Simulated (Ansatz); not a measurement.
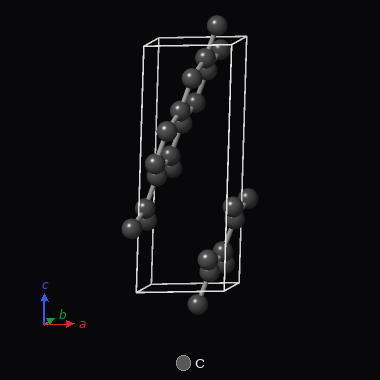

Four computed energy maps of cells of C. The picture above is the structure of the first map.

Map 1

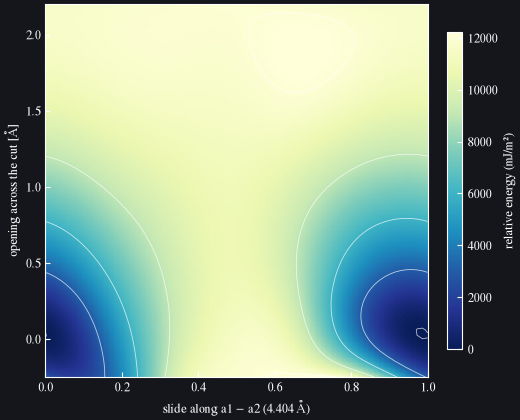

C (R-3m, No. 166; 10 atoms in the cell). Rigid slide and opening across a plane, one cut a cell; the plane is (0 1 2) of the conventional cell. First axis: slide along a1 − a2 (4.404 Å). Second axis: opening across the cut. Nothing is relaxed (rigid halves). Grid: 6 × 5 points. Points are written as (first, second). All energies are given in mJ/m² relative to the lowest grid point. The band gap closes in part of the range. Computed with DFT PBE+D3(BJ), scalar-relativistic, plane waves, PAW in Ansatz 0.2.0. Settings: cutoff 520 eV, k-mesh 7×11×3 in the order of the run's cell vectors, gaussian smearing 0.05 eV, no spin polarisation.

Drawn: a smooth colour map with a few white contour lines. Between grid points the surface is interpolated.

Map 2

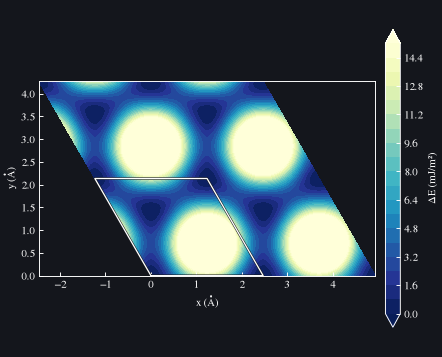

A bilayer of two C sheets, the upper one turned by 180 degrees about the normal (4 atoms in the cell). 
- The upper layer of a bilayer is slid over the lower one; relaxed at each slide: nothing; the origin of the map has C3 above C1; the distance between the facing planes is held at 3.56 Å.
- Places are given modulo a cell vector. The map is drawn in real space over the plane of the slide.
- The scan uses a 6 × 6 grid; 7 points were computed and 29 follow by symmetry.
- Energies: mJ/m², counted from the lowest grid point.
- At a held distance the lowest stacking need not be the one that binds best once the distance relaxes.
- Computed with Ansatz 0.2.0, DFT PBE+D3(BJ), scalar-relativistic, plane waves, PAW. Settings: cutoff 420 eV, k-mesh 15×15×1, gaussian smearing 0.1 eV, no spin polarisation.

Drawn: filled contours, the outline of one cell of the 2 × 2 shown, one colour for all values above the top of the scale. Between grid points the surface is interpolated.

Map 3

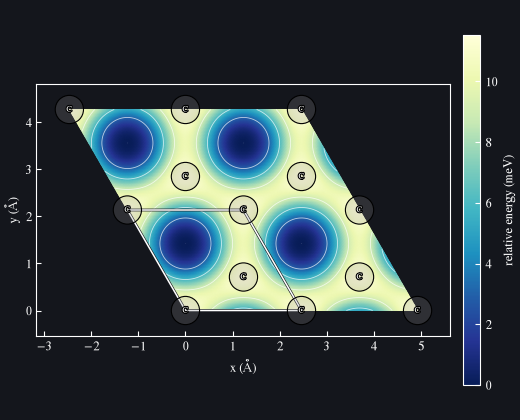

Si on a two-dimensional sheet of C (8 atoms of substrate and one adsorbate in a 2 × 2 cell). Si is moved over the surface cell at a fixed height above a rigid substrate; the origin of the map has the adsorbate above C1; the height is held at 3.40 Å. Places are given modulo a cell vector. The map is drawn in real space over the plane of the surface. The grid has 6 × 6 points; 7 points were computed and 29 follow by symmetry. Places are given in fractions of the 1 × 1 surface cell. Energies: meV, counted from the lowest grid point. At a fixed height the lowest place need not be the adsorption site. The calculation used DFT PBE+D3(BJ), scalar-relativistic, plane waves, PAW in Ansatz 0.2.0. Settings: cutoff 420 eV, k-mesh 6×6×1, gaussian smearing 0.1 eV, spin-polarised.

The picture shows a smooth colour map with a few white contour lines, labelled circles for the atoms of the top layer, the outline of one cell of the 2 × 2 shown. Between grid points the surface is interpolated.

Map 4

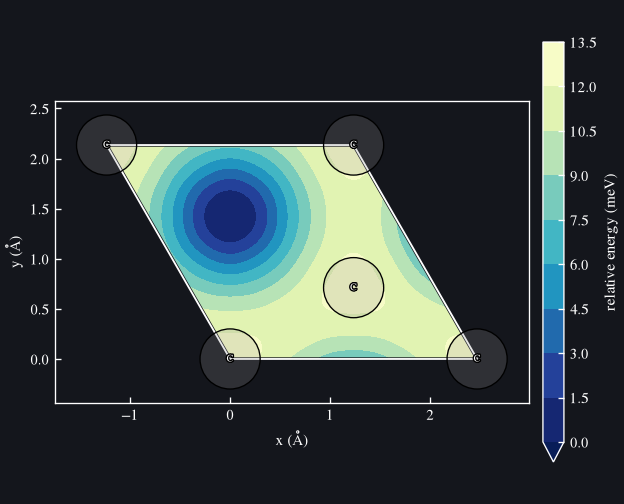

N₂ on a two-dimensional sheet of C (8 atoms of substrate and one adsorbate in a 2 × 2 cell). N2 is moved over the surface cell; relaxed at each place: the height of the adsorbate's atoms; substrate rigid; the origin of the map has the adsorbate above C1. Places are given modulo a cell vector. The map is drawn in real space over the plane of the surface. The grid has 6 × 6 points; 7 points were computed and 29 follow by symmetry. Places are given in fractions of the 1 × 1 surface cell. Energies are in meV, from the lowest grid point. Level of theory: Ansatz 0.2.0, DFT PBE+D3(BJ), scalar-relativistic, plane waves, PAW. Settings: cutoff 420 eV, k-mesh 6×6×1, gaussian smearing 0.1 eV, no spin polarisation.

The picture shows filled contours, labelled circles for the atoms of the top layer, the outline of one cell of the plane. Between grid points the surface is interpolated.

**Summarise the maps one by one.**

Map 1: The lowest grid point is at (0.000, 0.00 Å). It is the only kind of minimum in the scanned range. The highest grid point, (0.667, −0.25 Å), lies 12220 mJ/m² above the lowest. On the interpolated surface the easiest way out of the lowest well to its copy in the next cell or period passes a barrier of about 11000 mJ/m².
Map 2: The lowest grid point is at (0/6, 0/6) of the cell vectors; the map holds 2 wells of about this depth. It is the only kind of minimum in the scanned range. The highest grid point, (4/6, 2/6) of the cell vectors, lies 30.6 mJ/m² above the lowest. On the interpolated surface the easiest way out of the lowest well to a well of about the same depth near (2/6, 4/6) of the cell vectors passes a barrier of about 2.9 mJ/m². Facing atoms of the upper layer at the lowest point: C above C, C above a hollow; at the highest: C above C.
Map 3: The lowest grid point is at a sixfold hollow, (2/6, 4/6) of the cell vectors. No other kind of well shows on this grid. The highest grid point, the top site over a surface C atom, (0/6, 0/6) of the cell vectors, lies 11.5 meV above the lowest. At the lowest point the adsorbate has 6 C at 3.69 Å as nearest neighbours, at the highest 1 C at 3.40 Å.
Map 4: The lowest grid point is at a sixfold hollow, (2/6, 4/6) of the cell vectors. It is the only kind of minimum in the scanned range. The highest grid point, the top site over a surface C atom, (0/6, 0/6) of the cell vectors, lies 12.5 meV above the lowest. On the interpolated surface the easiest way out of the lowest well to its copy in the next cell or period passes a barrier of about 11 meV.

PAW datasets: the set soft_1.
